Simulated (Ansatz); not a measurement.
**NiSi: geometry relaxation (part 2 of 2)**

NiSi (P2₁3, 8 atoms in the cell); DFT r2SCAN, scalar-relativistic, plane waves, PAW, no spin polarisation (Ansatz 0.2.0); cutoff 500 eV, 8×8×8 k-mesh, Gaussian smearing of 0.1 eV. The structure derives from a Materials Project entry.

Geometry of the input (Å; fractional positions):
```
4.4198  0.0000  0.0000
0.0000  4.4198  0.0000
0.0000  0.0000  4.4198
Si 0.6531  0.1531  0.3469
Si 0.1531  0.3469  0.6531
Si 0.3469  0.6531  0.1531
Si 0.8469  0.8469  0.8469
Ni 0.3512  0.8512  0.6488
Ni 0.8512  0.6488  0.3512
Ni 0.6488  0.3512  0.8512
Ni 0.1488  0.1488  0.1488
```

**Output, continued**
```
--- Forces (eV/Å), atoms counted from 1 ---
  atom   1  Si    -0.00199389    -0.00199389     0.00199389
  atom   2  Si    -0.00199389     0.00199389    -0.00199389
  atom   3  Si     0.00199389    -0.00199389    -0.00199389
  atom   4  Si     0.00199389     0.00199389     0.00199389
  atom   5  Ni     0.00061554     0.00061554    -0.00061554
  atom   6  Ni     0.00061554    -0.00061554     0.00061554
  atom   7  Ni    -0.00061554     0.00061554     0.00061554
  atom   8  Ni    -0.00061554    -0.00061554    -0.00061554
  max |Σ_I F_I| component: 1.11e-16 eV/Å
--- Stress (GPa, compression-positive) ---
        6.651487       0.000000      -0.000000
        0.000000       6.651487       0.000000
       -0.000000       0.000000       6.651487
  P = ⅓ Tr σ = 6.6515 GPa (66.515 kbar)
--- Band table (eV; the first three rows and the last of 45) ---
  k-point 0: bands = ["-90.4841", "-90.4772", "-90.4772", "-90.4772", "-49.5267", "-49.5267", "-49.5267", "-49.5007", "-49.3898", "-49.3898", "-49.3898", "-49.3658", "-49.3658", "-49.3563", "-49.3563", "-49.3563", "2.0146", "7.9609", "7.9609", "7.9609", "10.5519", "10.5519", "10.5519", "12.3763", "12.3763", "12.3763", "13.0256", "13.0256", "13.0440", "13.3741", "13.3741", "13.3741", "13.7907", "13.7907", "13.7907", "14.9696", "14.9696", "14.9696", "15.0722", "15.0722", "15.7803", "15.7803", "15.7803", "18.8605", "18.8605", "18.8605", "19.0293", "19.0293", "19.7320", "19.7320", "19.7320", "21.3300", "22.4785"]
  k-point 1: bands = ["-90.4839", "-90.4780", "-90.4772", "-90.4767", "-49.5289", "-49.5270", "-49.5235", "-49.5014", "-49.3937", "-49.3908", "-49.3849", "-49.3656", "-49.3648", "-49.3576", "-49.3571", "-49.3555", "2.1378", "7.0918", "8.0434", "8.5590", "10.1254", "10.6204", "11.1805", "11.7991", "12.1416", "12.8948", "12.9148", "13.0520", "13.2148", "13.3102", "13.3809", "13.3912", "13.7124", "13.7693", "13.9781", "14.8527", "14.8534", "15.0449", "15.0822", "15.1408", "15.6073", "15.7338", "16.1247", "18.2023", "18.2943", "18.4861", "18.7557", "19.4715", "19.9934", "20.0220", "20.4143", "21.6464", "21.7782"]
  k-point 2: bands = ["-90.4833", "-90.4791", "-90.4770", "-90.4765", "-49.5301", "-49.5278", "-49.5195", "-49.5035", "-49.3963", "-49.3931", "-49.3794", "-49.3651", "-49.3624", "-49.3593", "-49.3590", "-49.3554", "2.5041", "6.0090", "8.2844", "9.0379", "9.9806", "10.7682", "11.1546", "11.7297", "11.8706", "12.6103", "13.0922", "13.1097", "13.3320", "13.3753", "13.4200", "13.4814", "13.7060", "13.7726", "14.0962", "14.5954", "14.7969", "14.9733", "15.1125", "15.1882", "15.5364", "15.6012", "16.6585", "17.6744", "17.7676", "17.8919", "18.5177", "19.8817", "20.2916", "20.3587", "21.1363", "21.9761", "22.3969"]
  k-point 44: bands = ["-90.4790", "-90.4790", "-90.4790", "-90.4790", "-49.5209", "-49.5209", "-49.5209", "-49.5209", "-49.3872", "-49.3872", "-49.3872", "-49.3872", "-49.3550", "-49.3550", "-49.3550", "-49.3550", "6.5895", "6.5895", "6.5895", "6.5895", "9.0250", "9.0250", "9.0250", "9.0250", "13.0170", "13.0170", "13.0170", "13.0170", "13.3039", "13.3039", "13.3039", "13.3039", "14.6044", "14.6044", "14.6044", "14.6044", "14.6343", "14.6343", "14.6343", "14.6343", "15.5715", "15.5715", "15.5715", "15.5715", "22.4322", "22.4322", "22.4322", "22.4322", "22.5328", "22.5328", "22.5328", "22.5328", "24.4832"]
--- Relaxed structure (3 steps of the walk, 3 accepted, 0 SCFs on fresh bases) ---
  F+E_penalty+E_count = -25940.32124884 eV   max|allowed force component| = 1.993e-3 eV/Å
  atoms:
    - { symbol: Si, position: [0.6529173876907726, 0.1529173876907726, 0.34708261230922743] }
    - { symbol: Si, position: [0.1529173876907726, 0.34708261230922743, 0.6529173876907726] }
    - { symbol: Si, position: [0.34708261230922743, 0.6529173876907726, 0.1529173876907726] }
    - { symbol: Si, position: [0.8470826123092275, 0.8470826123092275, 0.8470826123092275] }
    - { symbol: Ni, position: [0.35067313616790863, 0.8506731361679086, 0.6493268638320915] }
    - { symbol: Ni, position: [0.8506731361679086, 0.6493268638320915, 0.35067313616790863] }
    - { symbol: Ni, position: [0.6493268638320915, 0.35067313616790863, 0.8506731361679086] }
    - { symbol: Ni, position: [0.14932686383209143, 0.14932686383209143, 0.14932686383209143] }
```

**Trajectory as extended XYZ (Å, eV, eV/Å), 3 frames, from step=1 to step=3**
```
8
Lattice="4.4198 0.0000 0.0000 0.0000 4.4198 0.0000 0.0000 0.0000 4.4198" Properties=species:S:1:pos:R:3:forces:R:3 step=1 energy=-25940.32097
Si    2.8864    0.6765    1.5334   -0.0079  -0.0079   0.0079
Si    0.6765    1.5334    2.8864   -0.0079   0.0079  -0.0079
Si    1.5334    2.8864    0.6765    0.0079  -0.0079  -0.0079
Si    3.7433    3.7433    3.7433    0.0079   0.0079   0.0079
Ni    1.5525    3.7624    2.8674   -0.0166  -0.0166   0.0166
Ni    3.7624    2.8674    1.5525   -0.0166   0.0166  -0.0166
Ni    2.8674    1.5525    3.7624    0.0166  -0.0166  -0.0166
Ni    0.6575    0.6575    0.6575    0.0166   0.0166   0.0166
8
Lattice="4.4198 0.0000 0.0000 0.0000 4.4198 0.0000 0.0000 0.0000 4.4198" Properties=species:S:1:pos:R:3:forces:R:3 step=2 energy=-25940.32106
Si    2.8862    0.6763    1.5336   -0.0060  -0.0060   0.0060
Si    0.6763    1.5336    2.8862   -0.0060   0.0060  -0.0060
Si    1.5336    2.8862    0.6763    0.0060  -0.0060  -0.0060
Si    3.7435    3.7435    3.7435    0.0060   0.0060   0.0060
Ni    1.5520    3.7620    2.8678   -0.0137  -0.0137   0.0137
Ni    3.7620    2.8678    1.5520   -0.0137   0.0137  -0.0137
Ni    2.8678    1.5520    3.7620    0.0137  -0.0137  -0.0137
Ni    0.6579    0.6579    0.6579    0.0137   0.0137   0.0137
8
Lattice="4.4198 0.0000 0.0000 0.0000 4.4198 0.0000 0.0000 0.0000 4.4198" Properties=species:S:1:pos:R:3:forces:R:3 step=3 energy=-25940.32125
Si    2.8858    0.6759    1.5341   -0.0020  -0.0020   0.0020
Si    0.6759    1.5341    2.8858   -0.0020   0.0020  -0.0020
Si    1.5341    2.8858    0.6759    0.0020  -0.0020  -0.0020
Si    3.7440    3.7440    3.7440    0.0020   0.0020   0.0020
Ni    1.5499    3.7598    2.8699    0.0006   0.0006  -0.0006
Ni    3.7598    2.8699    1.5499    0.0006  -0.0006   0.0006
Ni    2.8699    1.5499    3.7598   -0.0006   0.0006   0.0006
Ni    0.6600    0.6600    0.6600   -0.0006  -0.0006  -0.0006
```

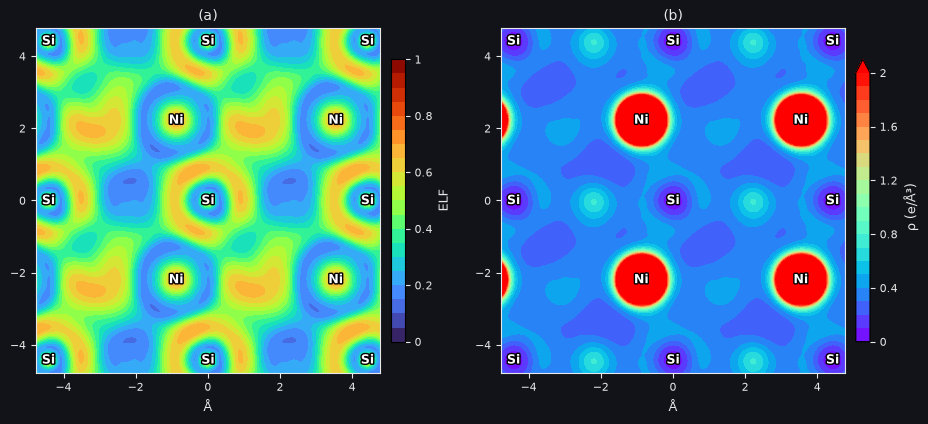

(a) ELF; (b) valence charge density (pseudo) on the (100) plane of the conventional cell. The section cuts through Si and Ni sites. Si–Ni (2.39 Å): the density is about 0.43 e/Å³ at the midpoint; the ELF is about 0.50 at the midpoint. Away from the nuclei the density in this plane falls to 0.21 e/Å³ at its lowest. The strong features right at Ni lie inside the PAW spheres (semicore, d or f shells) and say nothing about bonding. Core electrons are frozen (PAW), so the fields are smoothed inside the atomic spheres.

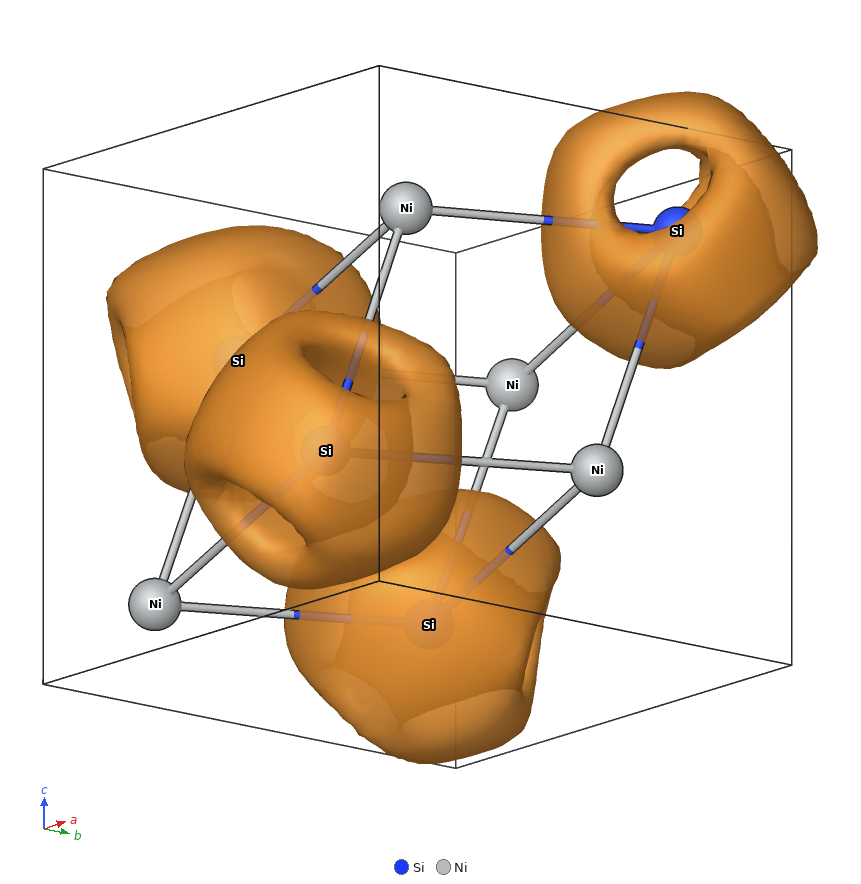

Isosurface of the electron localisation function at 0.55 (orange), seen at an oblique angle. Core shells and regions of very low density are left out. Sticks mark near contacts. The outline is the cell set on symmetry axes. Values along the shortest contacts: Si–Ni (2.31 Å): the ELF is about 0.45 at the midpoint. Si–Ni (2.36 Å): the ELF is about 0.45 at the midpoint.

**Results in brief**

- outcome: converged
- space group (tolerance 0.01 Å): P2₁3 (198)
- electrons treated: 88
- free energy: −25940.3212 eV
- Fermi energy: 17.640 eV
- gap on the k-point mesh: none (metallic)
- pressure: 6.65 GPa
- final volume: 86.34 Å³
- largest force (length of the vector) at the end: 0.003 eV/Å
- final cell: a = 4.420 Å, b = 4.420 Å, c = 4.420 Å, α = 90.00°, β = 90.00°, γ = 90.00°
- wall time: 56 s (CPU time 3.4 min)
- peak memory: 0.79 GiB

**Remarks**

Warnings of the run: the SCF threshold is looser than advised for the printed stress. The run has no spin polarisation, so a magnetic state may lie lower. The cell is under a pressure of 6.7 GPa at this level, so it is not at its equilibrium volume.
